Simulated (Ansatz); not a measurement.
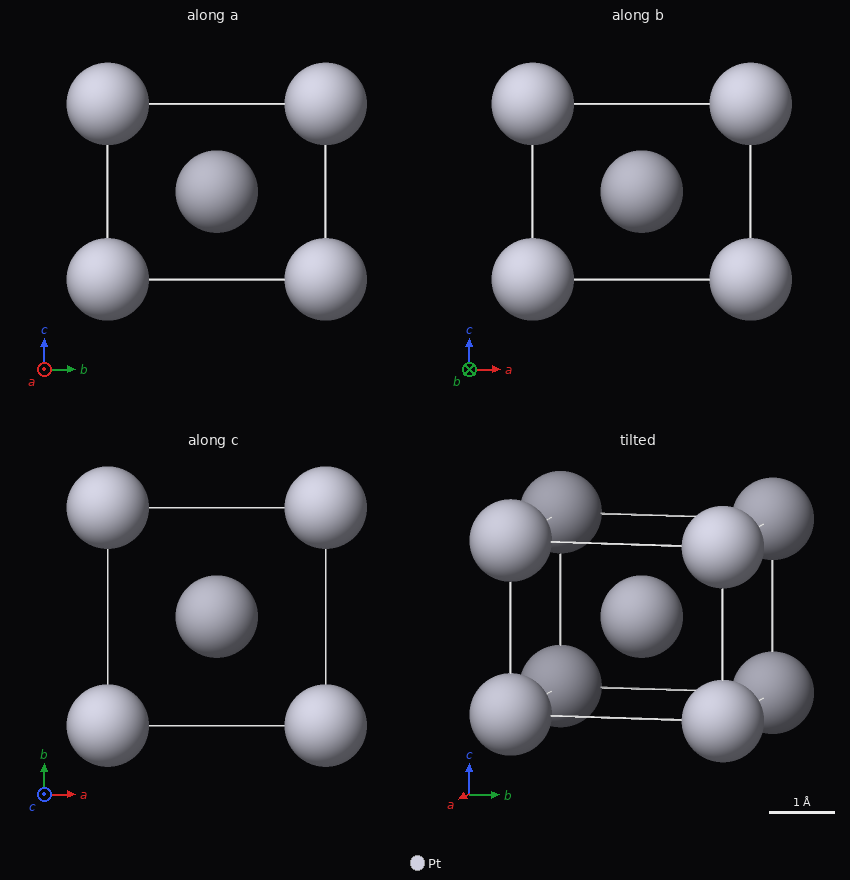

Crystal structure, spheres-only style, seen along the a axis, along the b axis, along the c axis and slightly off an axis. Atoms at the boundary of the conventional unit cell (the box) are drawn once for each face, edge or corner they touch.

Lattice parameters: a = 3.403 Å, b = 3.403 Å, c = 2.740 Å, α = 90.00°, β = 90.00°, γ = 90.00°.

**Express the structure as a table of Wyckoff sites.**

Space group I4/mmm (No. 139).
```json
{"atom": "Pt", "site": "2a", "x": "0.0000", "y": "0.0000", "z": "0.0000"}
```

The structure was taken from a structure type filled with this element by a generator (whether the element takes this form wasn't checked). It is drawn as it came out of a relaxation with Ansatz 0.2.0, DFT PBE, scalar-relativistic, plane waves, PAW.
